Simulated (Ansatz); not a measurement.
**WSe2 (layers cut from the bulk crystal): converging the G0W0 gap**

Wanted: a G0W0 gap for WSe2 (layers cut from the bulk crystal) that is converged in bands and cutoff, or an estimate of the limit.

Main program and level: Ansatz 0.2.0; G0W0 on PBEsol, plane waves, PAW; PAW set soft_1.

**1. Set-up**

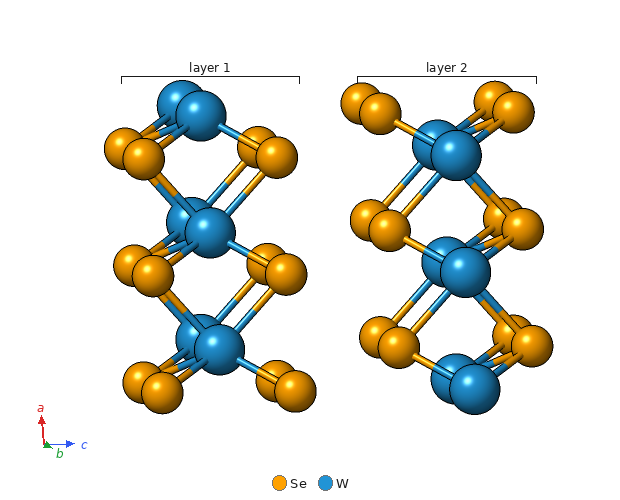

The cell as given, from the side, with the c axis across the page (selenium orange, tungsten blue). 3×2×1 cells are drawn.

The cell holds 6 atoms: 4 Se and 2 W. Its edges and angles: a = 3.236 Å, b = 3.236 Å, c = 42.300 Å, α = 90.0°, β = 90.0°, γ = 120.0°. It derives from WSe2. Regions: layer 1, 3 atoms (2 Se and 1 W); layer 2, 3 atoms (2 Se and 1 W). Vacuum lies along c.

The structure was relaxed with PBEsol-D3(BJ). The runs that relaxed it are not among those shown. Spin-orbit coupling is left out unless a step names it. The Coulomb interaction is cut off across the vacuum.

**2. 204 empty bands, screening to 38 eV**

Now the one-shot GW correction: screening in the RPA, then the self-energy of the levels asked for. This step takes PAW set soft_1 files.

input.yaml reads:

```yaml
crystal:
  lattice:
    - [3.2356349144, 0.0, 0.0]
    - [-1.6178174572, 2.8021420333, 0.0]
    - [0.0, 0.0, 42.3]
  atoms:
    - { symbol: Se, position: [0.3333333333, 0.6666666667, 0.3868597119] }
    - { symbol: W, position: [0.6666666667, 0.3333333333, 0.4265890927] }
    - { symbol: Se, position: [0.3333333333, 0.6666666667, 0.4663329842] }
    - { symbol: Se, position: [0.6666666667, 0.3333333333, 0.5336670158] }
    - { symbol: W, position: [0.3333333333, 0.6666666667, 0.5734109073] }
    - { symbol: Se, position: [0.6666666667, 0.3333333333, 0.6131402881] }
  periodic: [true, true, false]
kpoints:
  mp_grid: { grid: [6, 6, 1] }
hamiltonian:
  xc: pbesol
  pseudopotentials: { kind: paw, azcp: { folder: soft_1 }, xc_functional: pbe }
scf:
  occupations: { method: fixed }
gw:
  n_empty_bands: 204
  ecut_chi: 38
  qp_bands: [v2, c2]
  qp_kpoints: band_edges
  screening: { model: contour_deformation }
```

Run with:

```
> ansatz run input.yaml --threads 2 --pin off --max-ram 92160MiB --backend cuda --events-out ev --progress --plain --runs-dir out --devices 1 --max-vram 13GiB
```

Numbers of over 12 decimals in the logs are rounded to 6 here.

Output:

```text
GPUs: using 1 of 1 available (devices: 1).
Engine: ansatz 0.2.0, x86_64-unknown-linux-gnu
Pseudopotentials: kind: paw
Pseudopotential: Se, paw, valence charge 16, recommended cutoff 420 eV (normal), soft_1/Se.paw.azcp
Pseudopotential: W, paw, valence charge 14, recommended cutoff 420 eV (normal), soft_1/W.paw.azcp
Functional definition: PBEsol
  exchange = pbesol_x
  correlation = pbesol_c
device memory: the entry about to start is reckoned to put 3.2 GiB on a device that reports 56.6 GiB free (of which the cap on the GPU budget leaves the run 13.0 GiB)
GPU FFT provider: cuFFT
GPU libraries: cuBLAS 13.8.2, cuFFT 12.4.0, cuSOLVER 12.3.4
Crystal: 6 atoms, lattice volume = 383.522 Å³
Basis set: ecut = 420 eV, 7641 PW (Γ)
Bands: 56, of which v1, the nominal top of the filled ones, is band 46 counted from 1 (45 counted from 0)
Symmetry: 12 space group operations
Space group: P-3m1 (ITA 164), of the structure as read, at distance tolerance 7.3e-5 Å
k-points: 7 of 36
Non-local potential: Se, projectors of the file, l = 0: 2, l = 1: 2, l = 2: 3, l = 3: 1
Non-local potential: W, projectors of the file, l = 0: 3, l = 1: 2, l = 2: 2, l = 3: 1
PAW form: soft (Blöchl's): semilocal exchange-correlation on the pseudo side does not see the compensation charge
PAW frozen core: Se, regenerated for the run's functional, and the local potential with it (the file was generated under x = pbe(κ = 0.804, μ = 0.219515), c = pbe(β = 0.066725))
PAW frozen core: W, regenerated for the run's functional, and the local potential with it (the file was generated under x = pbe(κ = 0.804, μ = 0.219515), c = pbe(β = 0.066725))
PAW one-centre angular grid: Se, 590 points (default); XC on 64 Gauss nodes
PAW one-centre angular grid: W, 590 points (default); XC on 64 Gauss nodes
Initial density: superposition of atomic densities (neutral atoms: chi_scale 0, normalization atom)
Initial wavefunctions: pseudopotential atomic-orbital guess
GPU buffer pool allocated for 165888 grid points (all kernels)
GPU transforms: local potential and band sums: pruned to the plane-wave sphere, on 24×24×288
Functional: x = pbesol(κ = 0.804, μ = 0.123457), c = pbesol(β = 0.046)
iter 1 solved again at ethr=2.73e-3 eV; its pass at ethr=3.10e-3 eV (dr2=2.51e0 eV) is discarded
SCF iter   1: F=—  HF=-42216.215182 eV  |F-HF|=—  |Δ(HF+E_count)|=         —  Δρ=1.89e-2  dr2=2.51e0  ethr=2.73e-3  ⟨swp⟩=1.9  Hψ=2178  notcnv=0  defer=48
preconditioner: auto → Resta (q_TF=auto, 2.151 Å⁻¹)  ε∞=2.5  [insulator: Δε(μ)=1.180 eV  Ē_g=9.300 eV  n_scr=28 (ndim 8)  ℏωp=11.4 eV  f_vac=0.688  ε∞_Penn≈2.5  vacuum switching on, ρ_ref=6.3e-3 e/Å³]
SCF iter   2: F=—  HF=-42215.618192 eV  |F-HF|=—  |Δ(HF+E_count)|=   5.97e-1  Δρ=1.08e-2  dr2=4.47e-1  ethr=2.73e-3  ⟨swp⟩=3.1  Hψ=637  notcnv=0  defer=53
SCF iter   3: F=—  HF=-42215.548739 eV  |F-HF|=—  |Δ(HF+E_count)|=   6.95e-2  Δρ=5.37e-3  dr2=3.51e-1  ethr=4.86e-4  ⟨swp⟩=3.7  Hψ=766  notcnv=0  defer=56
SCF iter   4: F=—  HF=-42215.497744 eV  |F-HF|=—  |Δ(HF+E_count)|=   5.10e-2  Δρ=1.67e-3  dr2=2.60e-2  ethr=3.82e-4  ⟨swp⟩=2.7  Hψ=520  notcnv=0  defer=54
SCF iter   5: F=—  HF=-42215.500378 eV  |F-HF|=—  |Δ(HF+E_count)|=   2.63e-3  Δρ=1.08e-3  dr2=4.69e-2  ethr=2.82e-5  ⟨swp⟩=4.1  Hψ=646  notcnv=0  defer=56
SCF iter   6: F=—  HF=-42215.496535 eV  |F-HF|=—  |Δ(HF+E_count)|=   3.84e-3  Δρ=2.45e-4  dr2=2.15e-4  ethr=2.82e-5  ⟨swp⟩=3.4  Hψ=516  notcnv=0  defer=56
SCF iter   7: F=—  HF=-42215.496782 eV  |F-HF|=—  |Δ(HF+E_count)|=   2.47e-4  Δρ=9.42e-5  dr2=5.29e-5  ethr=2.34e-7  ⟨swp⟩=4.0  Hψ=887  notcnv=0  defer=56
SCF iter   8: F=—  HF=-42215.496774 eV  |F-HF|=—  |Δ(HF+E_count)|=   8.14e-6  Δρ=2.18e-5  dr2=2.18e-6  ethr=5.75e-8  ⟨swp⟩=3.3  Hψ=784  notcnv=0  defer=53
SCF iter   9: F=—  HF=-42215.496774 eV  |F-HF|=—  |Δ(HF+E_count)|=   6.47e-7  Δρ=8.67e-6  dr2=2.49e-7  ethr=2.37e-9  ⟨swp⟩=3.9  Hψ=889  notcnv=0  defer=50
SCF iter  10: F=-42215.496774 eV  HF=-42215.496774 eV  |F-HF|=1.03e-8  |Δ(HF+E_count)|=   2.98e-8  Δρ=2.35e-6  dr2=4.76e-8  ethr=1.09e-10  ⟨swp⟩=20.9  Hψ=2448  notcnv=0
SCF 1 converged in 10 iterations: F = -42215.496774 eV  dr2 = 4.76e-8
  greatest PAW one-centre occupation: 1.000 electrons in one spin orbital (limit 2), on the Se atom at site 3 (counted from 0), in its partial waves of l = 2
device memory: the entry about to start is reckoned to put 3.9 GiB (of the 4.0 GiB reckoned in all, the device holds 0.1 GiB already) on a device that reports 57.8 GiB free (of which the cap on the GPU budget leaves the run 12.9 GiB)
NSCF: frozen V_eff on 7 k-points
the band table was solved once the SCF had ended and its energy, with any forces and stress, was formed, with the checks that follow a solve (2127 applications of the Hamiltonian). They found nothing against the state; the energy, forces and stress were not computed again (output.eigenvalues in the input reference)
device memory: the entry about to start is reckoned to put 3.3 GiB on a device that reports 65.5 GiB free (of which the cap on the GPU budget leaves the run 13.0 GiB)
NSCF: frozen V_eff on 7 k-points
G₀W₀ screening: q 1/7
[... further progress lines ...]
SCF converged after 10 iterations
Free energy (F): -42215.496774 eV
Harris-Foulkes:  -42215.496774 eV  (|F-HF|=1.03e-8)
Internal energy: -42215.496774 eV  (E = F + TS)
E sigma→0 (E₀):  -42215.496774 eV
Fermi energy:    -4.856763 eV
--- Per-component energies (eV) ---
  E_band       = -3318.893313
  E_kinetic    = 1294.284693
  E_local      = -570075.787346  (includes V_loc(G=0)·N_el)
  E_nonlocal   = -1455.895195
  E_hartree    = 284415.700224
  E_xc         = -873.557681
  E_vxc        = -828.192512  (∫ρ·V_xc dr)
  E_paw        = -25247.276009  (= ΣΔE_a)
  E_vpaw       = -1084.661815  (= ΣTr[D̂ρ^β])
  E_aug_tail   = -0.001161  (compensation charges beyond the density's cutoff)
  E_ewald      = 269722.558177
  E_core_change = 4.477523  (= ΣΔE_core)
  E_smearing   = -0.000000  (= −TS)
  E_closure    = -0.000000  (closes the sum)
  Σ components = -42215.496774   (vs F -42215.496774, Δ=0.00e0)
--- Band table (eV; the first three rows and the last of 7) ---
  k-point 0: bands = [... 42 lower, -6.1881, -6.1881, -5.8264, -4.8568, -2.0387, -2.0387, -1.9510 (-1.9510°), -1.9510 (-1.9510°), ... 6 higher]
  k-point 1: bands = [... 42 lower, -6.5676, -6.2472, -5.8747, -5.5271, -3.0229, -2.7231, -2.4650, -2.4152, ... 6 higher]
  k-point 2: bands = [... 42 lower, -6.5321, -6.3366, -6.2624, -6.1229, -3.1170, -2.7349, -2.6853, -2.5797, ... 6 higher]
  k-point 6: bands = [... 42 lower, -7.4967, -7.4967, -5.2433, -5.0283, -3.2762, -3.2762, -2.8376, -1.9785, ... 6 higher]
  ° read free of the cell's end (the report's vacuum.weakly_bound_levels)
--- G₀W₀: contour deformation, 7 samples at zero and on the imaginary axis and 1 off it, 36 q-points, 204 empty bands' worth ---
  eigenvalues of the whole cell's RPA ε∞ on this k-mesh (on a slab, of 1 + 4πα/V) = 1.2593, 5.4870, 5.4870; static W/v taken at q = 0 is 0.339865
  bands read: the sum over 250 bands ends inside a degenerate multiplet in 1 slot, whose members it reads at an even weight; the widest, k=6: bands 250 to 251 (counted from 1) at 1/2 each
  gw.qp_kpoints: band_edges: 5 of 7 stored k-points solved, in 1 pass; an edge of the gap read off the rows below is read off those points alone
    valence top: of the k-points left out ik 3 came nearest to being solved in a further pass, in band 46 (counted from 1, as in the quasiparticle table): it holds the edge there only if its correction is more favourable than any solved in that band by at least 0.927 eV; those differ by 0.092 eV
    conduction bottom: of the k-points left out ik 2 came nearest to being solved in a further pass, in band 47 (counted from 1, as in the quasiparticle table): it holds the edge there only if its correction is more favourable than any solved in that band by at least 0.615 eV; those differ by 0.215 eV
    ik  band        ε_KS         Σx   Σc(E_QP)       V_xc       Z   E_QP_lin       E_QP  E_QP is
     0    45     -5.8264   -18.1269     1.3897   -16.9596  0.7461    -5.6051    -5.6040  root
     0    46     -4.8568   -19.1468     1.0544   -18.4926  0.7596    -4.4588    -4.4566  root
     0    47     -2.0387   -13.9758    -3.4367   -18.3606  0.7536    -1.0620    -1.0906  root
     0    48     -2.0387   -13.9758    -3.4367   -18.3606  0.7536    -1.0620    -1.0906  root
     1    45     -5.8747   -18.6959     1.4677   -17.4942  0.7458    -5.6101    -5.6087  root
     1    46     -5.5271   -19.0322     1.3349   -18.0432  0.7538    -5.1832    -5.1812  root
     1    47     -3.0229   -13.2079    -3.2691   -17.3004  0.7588    -2.1813    -2.1995  root
     1    48     -2.7231   -13.2747    -3.3740   -17.5026  0.7549    -1.8474    -1.8694  root
     4    45     -5.9425   -19.4378     1.5876   -18.1682  0.7442    -5.6262    -5.6245  root
     4    46     -5.8872   -19.5083     1.5966   -18.2356  0.7461    -5.5652    -5.5632  root
     4    47     -3.7320   -13.2888    -3.0639   -17.1296  0.7627    -2.9417    -2.9552  root
     4    48     -3.1547   -13.5248    -3.3085   -17.6885  0.7561    -2.2801    -2.2996  root
     5    45     -5.7205   -18.2643     1.3796   -17.1454  0.7505    -5.4610    -5.4598  root
     5    46     -5.5567   -18.6137     1.3265   -17.5952  0.7518    -5.2504    -5.2487  root
     5    47     -3.0909   -14.3978    -3.4141   -18.6821  0.7530    -2.2005    -2.2207  root
     5    48     -2.6374   -14.8973    -3.5640   -19.3792  0.7437    -1.6931    -1.7195  root
     6    45     -5.2433   -18.1768     0.9329   -17.5506  0.7519    -4.9381    -4.9367  root
     6    46     -5.0283   -18.5889     0.8468   -18.1153  0.7527    -4.6570    -4.6550  root
     6    47     -3.2762   -15.6061    -3.3808   -19.9791  0.7495    -2.2574    -2.2840  root
     6    48     -3.2762   -15.6061    -3.3808   -19.9791  0.7495    -2.2574    -2.2840  root
```

Run time: 14 s. Hardware: 1 × NVIDIA H100 80GB HBM3 (shared by 6 runs) with 2 threads of AMD EPYC 7R13 (Zen 3), shared host; peak memory 1.4 GiB.

In the SCF lines HF is the Harris–Foulkes energy and dr2 the Hartree energy of the density residual, in eV; the loop may stop once dr2 is under the threshold and the program's other checks hold. Hψ counts applications of the Hamiltonian.

This step gave:

| Property | Result |
| --- | --- |
| bands summed | 250 |
| plane waves in the screening matrix | 217 |
| q-points in the mesh | 36 |
| G0W0 gap on the mesh | 1.501 eV |
| k of the valence top | 0, 0, 0 |
| k of the conduction bottom | 0.1667, 0.1667, 0 |
| starting gap on the mesh | 1.125 eV |
| Z at the valence top | 0.7596 |
| Z at the conduction bottom | 0.7627 |
| least direct G0W0 gap on the computed points | 2.371 eV |

The gap on the mesh goes from 1.12 eV to 1.50 eV, a correction of +0.38 eV. Between the two edge states, bare exchange in place of the xc potential would open the gap by 4.49 eV, and correlation takes back 4.12 eV.

**3. 510 empty bands, screening to 70 eV**

Another rung: the empty bands reach about as high as the screening cutoff, so the two stay in balance.

input.yaml, as its differences from that of step 2:

```diff
@@ -20,5 +20,6 @@
   occupations: { method: fixed }
+  convergence: { dr2_threshold: 1.0e-10 }
 gw:
-  n_empty_bands: 204
-  ecut_chi: 38
+  n_empty_bands: 510
+  ecut_chi: 70.0
   qp_bands: [v2, c2]
```

Output:

```text
GPUs: using 1 of 1 available (devices: 1).
[...]
GPU FFT provider: cuFFT
GPU libraries: cuBLAS 13.8.2, cuFFT 12.4.0, cuSOLVER 12.3.4
Crystal: 6 atoms, lattice volume = 383.522 Å³
Basis set: ecut = 420 eV, 7641 PW (Γ)
Bands: 56, of which v1, the nominal top of the filled ones, is band 46 counted from 1 (45 counted from 0)
Symmetry: 12 space group operations
[...]
k-points: 7 of 36
[...]
GPU buffer pool allocated for 165888 grid points (all kernels)
[...]
SCF iter  14: F=-42215.496775 eV  HF=-42215.496775 eV  |F-HF|=2.91e-10  |Δ(HF+E_count)|=  2.91e-11  Δρ=5.74e-8  dr2=4.84e-11  ethr=1.00e-12  ⟨swp⟩=2.3  Hψ=1013  notcnv=0
SCF 1 converged in 14 iterations: F = -42215.496775 eV  dr2 = 4.84e-11
[...]
NSCF: frozen V_eff on 7 k-points
[...]
G₀W₀ screening: q 1/7
[... further progress lines ...]
SCF converged after 14 iterations
Free energy (F): -42215.496775 eV
[...]
Internal energy: -42215.496775 eV  (E = F + TS)
E sigma→0 (E₀):  -42215.496775 eV
Fermi energy:    -4.856275 eV
[...]
--- Band table (eV; the first three rows and the last of 7) ---
  k-point 0: bands = [... 42 lower, -6.1876, -6.1876, -5.8259, -4.8563, -2.0382, -2.0382, -1.9505 (-1.9505°), -1.9505 (-1.9505°), ... 6 higher]
  k-point 1: bands = [... 42 lower, -6.5671, -6.2467, -5.8742, -5.5266, -3.0224, -2.7226, -2.4645, -2.4147, ... 6 higher]
  k-point 2: bands = [... 42 lower, -6.5316, -6.3361, -6.2619, -6.1224, -3.1165, -2.7344, -2.6848, -2.5792, ... 6 higher]
  k-point 6: bands = [... 42 lower, -7.4962, -7.4962, -5.2427, -5.0278, -3.2756, -3.2756, -2.8371, -1.9780, ... 6 higher]
  ° read free of the cell's end (the report's vacuum.weakly_bound_levels)
[...]
0    45     -5.8259   -18.1269     1.1020   -16.9596  0.7396    -5.8913    -5.8911  root
     0    46     -4.8563   -19.1468     0.7027   -18.4926  0.7522    -4.8078    -4.8078  root
     0    47     -2.0382   -13.9758    -3.7828   -18.3606  0.7463    -1.4258    -1.4363  root
     0    48     -2.0382   -13.9758    -3.7828   -18.3606  0.7463    -1.4258    -1.4363  root
     1    45     -5.8742   -18.6959     1.1654   -17.4941  0.7389    -5.9106    -5.9105  root
     1    46     -5.5266   -19.0322     1.0051   -18.0432  0.7467    -5.5105    -5.5105  root
     1    47     -3.0224   -13.2079    -3.5727   -17.3004  0.7520    -2.4961    -2.5027  root
     1    48     -2.7226   -13.2747    -3.6771   -17.5025  0.7482    -2.1638    -2.1720  root
[...]
6    45     -5.2427   -18.1768     0.6243   -17.5505  0.7454    -5.2447    -5.2447  root
     6    46     -5.0278   -18.5888     0.5215   -18.1153  0.7459    -4.9798    -4.9797  root
     6    47     -3.2756   -15.6061    -3.7307   -19.9791  0.7413    -2.6239    -2.6334  root
     6    48     -3.2756   -15.6061    -3.7307   -19.9791  0.7413    -2.6239    -2.6334  root
```

Run time: 32 s. Hardware: 1 × NVIDIA H100 80GB HBM3 (shared by 6 runs) with 2 threads; peak memory 2 GiB.

Numbers from this step:

- bands summed: 556
- plane waves in the screening matrix: 501
- q-points in the mesh: 36
- G0W0 gap on the mesh: 1.566 eV
- k of the valence top: 0, 0, 0
- k of the conduction bottom: 0.1667, 0.1667, 0
- starting gap on the mesh: 1.125 eV
- Z at the valence top: 0.7522
- Z at the conduction bottom: 0.7564
- least direct G0W0 gap on the computed points: 2.346 eV

Against the run with 6×6×1 mesh, 204 empty bands, screening to 38 eV, PAW set soft_1 files, the gap moves by +0.06 eV.

**4. Side by side**

Times are wall times on 1 × NVIDIA H100 80GB HBM3 (shared by 6 runs) with 2 threads of AMD EPYC 7R13 (Zen 3), shared host, good to a factor of about two.

| mesh | files | frequency | bands summed | cutoff (eV) | start (eV) | G0W0 (eV) | time | host memory (GiB) |
| --- | --- | --- | --- | --- | --- | --- | --- | --- |
| 6×6×1 | PAW set soft_1 | contour deformation | 250 | 38 | 1.125 | 1.501 | 14 s | 1.4 |
| 6×6×1 | PAW set soft_1 | contour deformation | 556 | 70 | 1.125 | 1.566 | 32 s | 2.0 |

How the two edges are built up, in eV (the quasiparticle level is the starting level plus Σx plus Σc less Vxc):

| run | edge | start | Σx | Σc | Vxc | Z | QP |
| --- | --- | --- | --- | --- | --- | --- | --- |
| 250 bands | valence top | -4.86 | -19.15 | 1.05 | -18.49 | 0.76 | -4.46 |
| 250 bands | conduction bottom | -3.73 | -13.29 | -3.06 | -17.13 | 0.76 | -2.96 |
| 556 bands | valence top | -4.86 | -19.15 | 0.70 | -18.49 | 0.75 | -4.81 |
| 556 bands | conduction bottom | -3.73 | -13.29 | -3.35 | -17.13 | 0.76 | -3.24 |

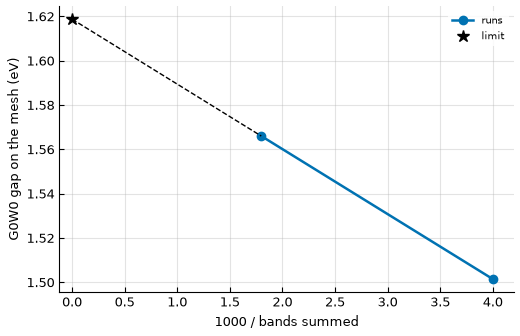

The gap against one over the number of bands; the dashed line carries the two highest rungs to the limit.

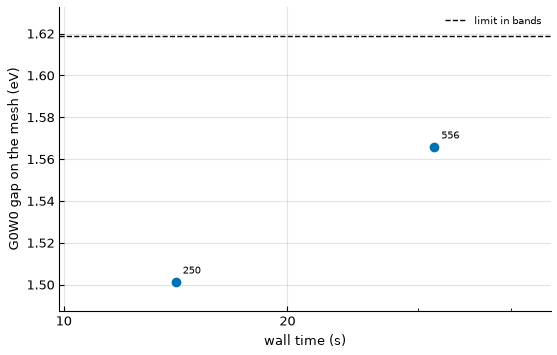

Result against wall time.

**5. Outcome**

| Property | Result |
| --- | --- |
| 250 bands, 38 eV | 1.501 eV |
| 556 bands, 70 eV | 1.566 eV |
| estimated limit in bands and cutoff | 1.62 eV |
| mesh and start | 6×6×1, PBEsol |

A line in one over the bands through the two rungs gives 1.62 eV, +0.05 eV from the top rung; with two points alone it is an unchecked estimate. The rungs stand 0.12 eV (250 bands) and 0.05 eV (556 bands) from it. From 250 to 556 bands the gap moves by +0.06 eV while the time grows 2.2-fold. Σc changes by −0.35 eV at the valence top and −0.29 eV at the conduction bottom, so the levels themselves move more than the gap between them. The mesh in the plane is coarse for a sheet; gap and any exciton binding can still move on denser ones. The many-body steps are scalar-relativistic: spin-orbit coupling is not in them.

[Paths, hosts, dates, memory and timing lines, banners, echoed tables and standing remarks are left out of the program output.]

[Logs are printed without paths, hosts, clocks, repeated set-up lines and the standing remarks that a program may print on its own settings, such as how far it seeks lower states.]

[Runs of the session that timed out or met a known fault of the program may be left out.]

[Cells called generated may have been cut or substituted from an entry of the Crystallography Open Database or the Materials Project.]

[Hosts, paths, dates, database ids (printed as entryN), source tags and the programs' standing remarks are cut or masked in the printed files.]
